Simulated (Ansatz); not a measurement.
# Calculations on H$_{17}$ClO$_{8}$

Part 1: Relaxation

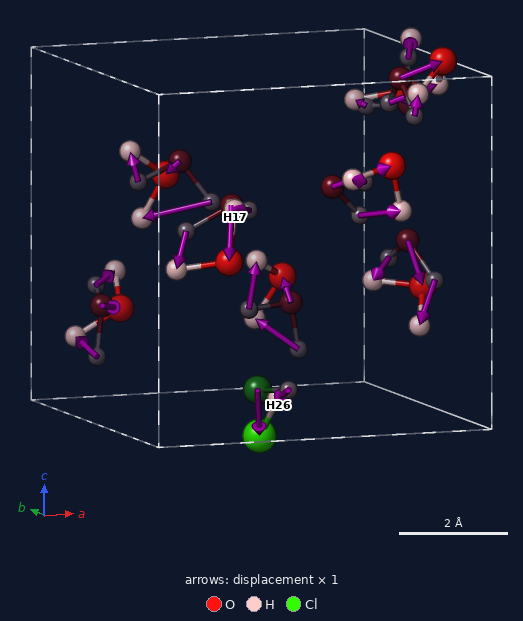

This is a relaxation of an amorphous cell of composition H17ClO8. The starting structure is drawn faded, the final one solid; purple arrows show the displacements, at their true length.

The picture is a ball-and-stick view of the cell of the calculation, seen slightly off an axis.

The cell holds 8 H2O + 1 HCl. The run prepares the start of a later molecular dynamics calculation, from a guessed geometry.

Theory: DFT PBE-D3(BJ), scalar-relativistic, plane waves, PAW in Ansatz 0.2.0.

Input
```yaml
accuracy: low
crystal:
  lattice:
    - [6.626705, 0.0, 0.0]
    - [0.0, 6.626705, 0.0]
    - [0.0, 0.0, 6.626705]
  atoms:
    - { symbol: O, position: [0.1880118, 0.9384705, 0.2660166] }
    - { symbol: H, position: [0.2228024, 1.0752785, 0.3039137] }
    - { symbol: H, position: [0.1760306, 0.9440626, 0.120455] }
    - { symbol: O, position: [0.9474886, 0.522096, 0.4683042] }
    - { symbol: H, position: [0.9940472, 0.4306874, 0.36419] }
    - { symbol: H, position: [0.9399038, 0.6515584, 0.400888] }
    - { symbol: O, position: [0.3621702, 0.7804597, 0.6875541] }
    - { symbol: H, position: [0.2267272, 0.7536348, 0.63961] }
    - { symbol: H, position: [0.4467167, 0.7540204, 0.5712965] }
    - { symbol: O, position: [0.6641307, 0.6980288, 0.2826153] }
    - { symbol: H, position: [0.5232861, 0.6595588, 0.2758445] }
    - { symbol: H, position: [0.6989721, 0.7291853, 0.1441294] }
    - { symbol: O, position: [0.8160099, 0.2368884, 0.9725047] }
    - { symbol: H, position: [0.8271321, 0.3539132, 0.8856458] }
    - { symbol: H, position: [0.8161501, 0.1238972, 0.8797902] }
    - { symbol: O, position: [0.372431, 0.4002195, 0.6128101] }
    - { symbol: H, position: [0.4655794, 0.5079237, 0.5798528] }
    - { symbol: H, position: [0.2500354, 0.4362746, 0.5415195] }
    - { symbol: O, position: [0.5646679, 0.1106703, 0.6950888] }
    - { symbol: H, position: [0.6655791, 0.1604418, 0.6018004] }
    - { symbol: H, position: [0.6083398, -0.0255583, 0.7250477] }
    - { symbol: O, position: [0.9905883, 0.6200499, 0.8378046] }
    - { symbol: H, position: [0.9726452, 0.581814, 0.9777298] }
    - { symbol: H, position: [0.9050817, 0.7375322, 0.822008] }
    - { symbol: Cl, position: [0.4381488, 0.3686331, 0.0910434] }
    - { symbol: H, position: [0.4590191, 0.1781281, 0.115146] }
basis:
  ecutwfc: 420.0
kpoints:
  mp_grid: { grid: [1, 1, 1] }
hamiltonian:
  xc: pbe
  dispersion: d3bj
scf:
  occupations: { method: fermi_dirac, width: 0.05 }
  lower_state_search: "off"
relax:
  f_tol: 0.3
  max_steps: 15
  adjacent_minimum: "off"
```

Launched with:
```bash
ansatz run input.yaml --threads 1 --pin off --max-ram 3072MiB --backend cpu --events-out ev --progress --plain --runs-dir out
```

What did the optimiser do to the structure, and how much energy did it gain?

Answer. The largest moves, 1.35 Å, are those of H9 and O19. H9 goes along [−3 2 −1]. Largest moves by element: H 1.35 Å, O 1.34 Å, Cl 1.14 Å. The cell stays as it was. Near-neighbour distances that change, for instance: O19–H21 0.969 → 1.000 Å, Cl25–H26 1.280 → 1.304 Å, O10–H11 0.969 → 0.986 Å, O10–H12 0.969 → 0.976 Å. Bond angles that change, for instance: H8–O7–H9 104.0° → 106.1°. Over 13 accepted moves (14 points after the start) the energy falls by 190 meV per atom. Largest force component: 1.2 eV/Å at the start, 0.3 eV/Å at the end. 1 step only repeated the SCF at the same geometry. The run took 26 s on 1 thread of Arm Neoverse V2, on a shared host, peak memory 0.42 GiB.

Limits of the set-up: the program's low-accuracy preset was used; the periodic images lie only 6.6 Å apart, so the values are limited by the cell's size.

Part 2: Dynamics

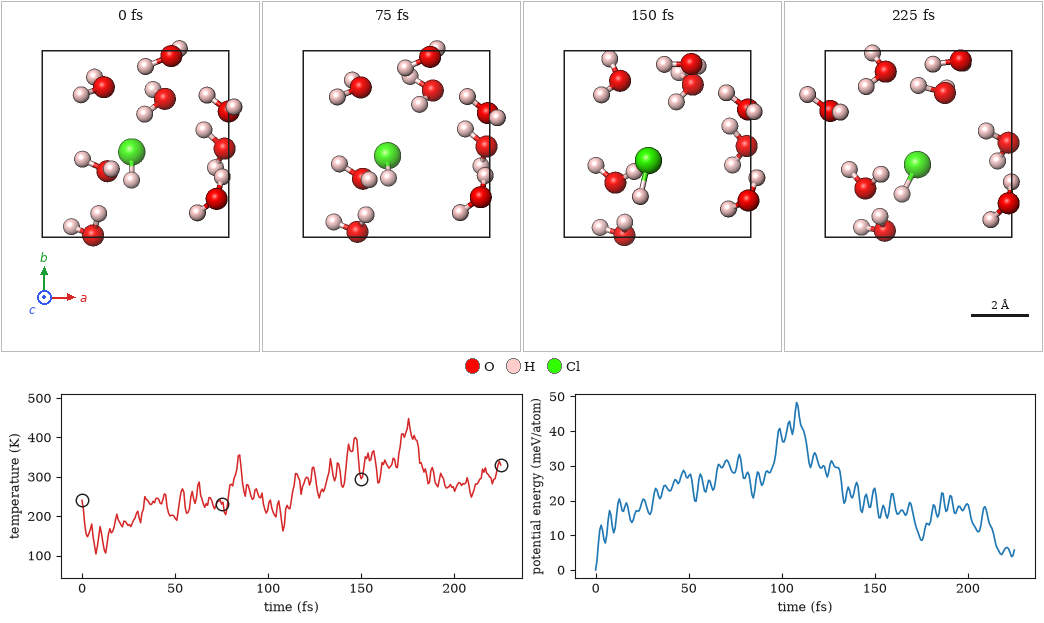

A Born-Oppenheimer molecular dynamics run of a periodic cell with 8 H2O + 1 HCl at 1.03 g/cm³, 225 fs long. Frames and the history of the run. Style: ball-and-stick. Shown: the simulation cell, along the c axis. Atoms that leave the cell re-enter on the other side.

All numbers below come from DFT PBE-D3(BJ), scalar-relativistic, plane waves, PAW in Ansatz. Run with plane-wave cutoff 420 eV; k-point mesh 1 × 1 × 1; Fermi-Dirac smearing 0.05 eV; low-accuracy preset; Langevin thermostat (NVT); set temperature 250 K; time step 0.75 fs; friction 0.02 per fs.

Describe the run.

Answer. The mean temperature in the second half is 315 K (standard deviation 43 K). The potential energy is still drifting at the end, so the run hasn't reached equilibrium. The potential energy in the second half lies on average 18.5 meV per atom above the first frame. In the second half of the run the atoms are, in the root-mean-square, this far from where they began (common drift taken out): H 0.57 Å, O 0.48 Å, Cl 0.47 Å. The heavy atoms stay within a fraction of a molecule's size of their starting places; so short a run doesn't tell a liquid from a solid. Bond changes: one H–O bond forms at about 184 fs.

Limits of the set-up: the program's low-accuracy preset was used; the periodic images lie only 6.6 Å apart, so the values are limited by the cell's size.

The run took 7.1 min on 1 thread of Arm Neoverse V2, on a shared host, peak memory 0.47 GiB.

Part 3: Dynamics

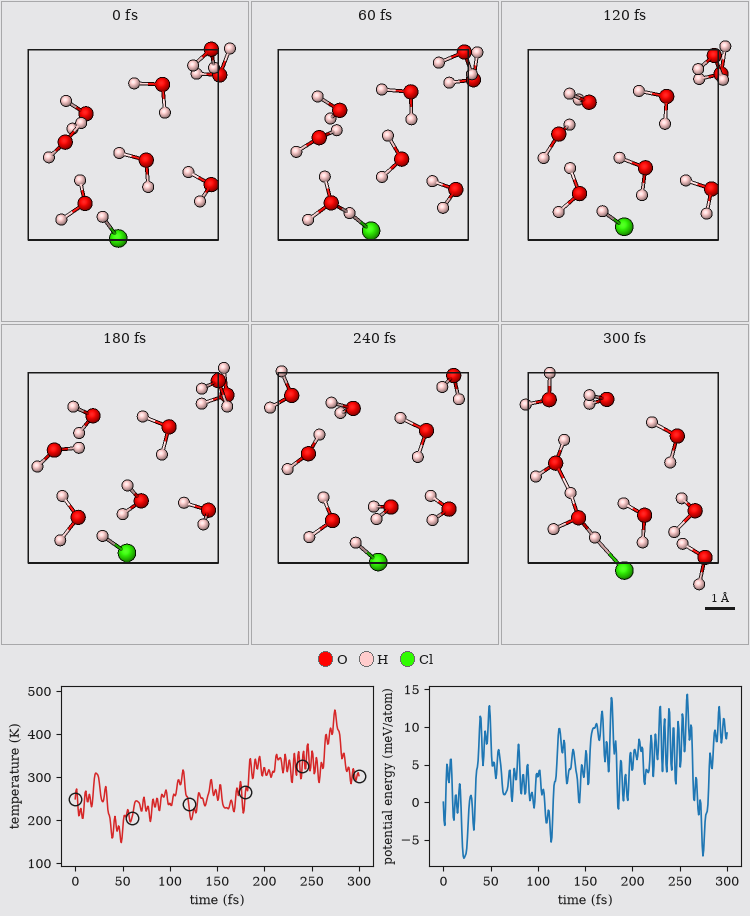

A Born-Oppenheimer molecular dynamics run of a periodic cell with 8 H2O + 1 HCl at 1.03 g/cm³, 300 fs long. It starts from the last geometry of an earlier run, with fresh velocities. Frames and the history of the run. Style: ball-and-stick. Shown: the simulation cell, along the b axis. Atoms that leave the cell re-enter on the other side.

Computed with DFT PBE-D3(BJ), scalar-relativistic, plane waves, PAW in Ansatz 0.2.0. Settings: plane-wave cutoff 420 eV; k-point mesh 1 × 1 × 1; Fermi-Dirac smearing 0.05 eV; low-accuracy preset; Nosé-Hoover thermostat (NVT); set temperature 250 K; time step 0.75 fs; thermostat time 100.0 fs.

Input
```yaml
accuracy: low
crystal:
  lattice:
    - [6.626705, 0.0, 0.0]
    - [0.0, 6.626705, 0.0]
    - [0.0, 0.0, 6.626705]
  atoms:
    - { symbol: O, position: [0.2948143, 1.05287122, 0.18801149] }
    - { symbol: H, position: [0.26853054, 1.13014542, 0.30977188] }
    - { symbol: H, position: [0.17012539, 1.0714411, 0.10323363] }
    - { symbol: O, position: [0.95795008, 0.52451459, 0.28687107] }
    - { symbol: H, position: [0.89910336, 0.42662988, 0.19870272] }
    - { symbol: H, position: [0.83815535, 0.58768697, 0.35302245] }
    - { symbol: O, position: [0.29979409, 0.9052212, 0.65932689] }
    - { symbol: H, position: [0.1950404, 0.82544174, 0.72710624] }
    - { symbol: H, position: [0.22863388, 1.00533857, 0.58091756] }
    - { symbol: O, position: [0.61664312, 0.79116921, 0.41533006] }
    - { symbol: H, position: [0.47485025, 0.83144479, 0.45329504] }
    - { symbol: H, position: [0.62672679, 0.81787145, 0.27459059] }
    - { symbol: O, position: [0.95862911, 0.20007596, 0.99878343] }
    - { symbol: H, position: [0.97267127, 0.31446485, 0.90132892] }
    - { symbol: H, position: [0.86300212, 0.11242433, 0.91325656] }
    - { symbol: O, position: [0.19044085, 0.27940748, 0.51010228] }
    - { symbol: H, position: [0.27451764, 0.35556235, 0.61107957] }
    - { symbol: H, position: [0.10476809, 0.38105763, 0.43033446] }
    - { symbol: O, position: [0.70185043, -0.03439114, 0.81362826] }
    - { symbol: H, position: [0.71465141, -0.04890989, 0.66535116] }
    - { symbol: H, position: [0.55316944, -0.05452228, 0.81937896] }
    - { symbol: O, position: [1.00269315, 0.69494569, 0.8632555] }
    - { symbol: H, position: [1.05636553, 0.68844746, 1.00255168] }
    - { symbol: H, position: [0.8811491, 0.7828888, 0.86996556] }
    - { symbol: Cl, position: [0.46967815, 0.40729359, 0.00375742] }
    - { symbol: H, position: [0.38711995, 0.24924997, 0.11789144] }
basis:
  ecutwfc: 420.0
kpoints:
  mp_grid: { grid: [1, 1, 1] }
hamiltonian:
  xc: pbe
  dispersion: d3bj
scf:
  occupations: { method: fermi_dirac, width: 0.05 }
  lower_state_search: "off"
md:
  timestep: 0.75
  n_steps: 400
  ensemble: nvt_nose_hoover
  temperature: 250.0
  initial_velocities: maxwell_boltzmann
  seed: 923013
  nose_hoover: { tau: 100.0, chain_length: 3 }
```

Command:
```bash
ansatz run input.yaml --threads 1 --pin off --max-ram 3072MiB --backend cpu --events-out ev --progress --plain --runs-dir out
```

Q: Describe the run.

A: The mean temperature in the second half is 318 K (standard deviation 49 K). The potential energy in the second half lies on average 6.3 meV per atom above the first frame. In the second half of the run the atoms are, in the root-mean-square, this far from where they began (common drift taken out): H 0.86 Å, O 0.76 Å, Cl 0.38 Å. The heavy atoms stay within a fraction of a molecule's size of their starting places; so short a run doesn't tell a liquid from a solid. Bond changes: one H–O contact opens and closes in turn; one H–O bond forms at about 294 fs.

Limits of the set-up: the program's low-accuracy preset was used; the periodic images lie only 6.6 Å apart, so the values are limited by the cell's size.
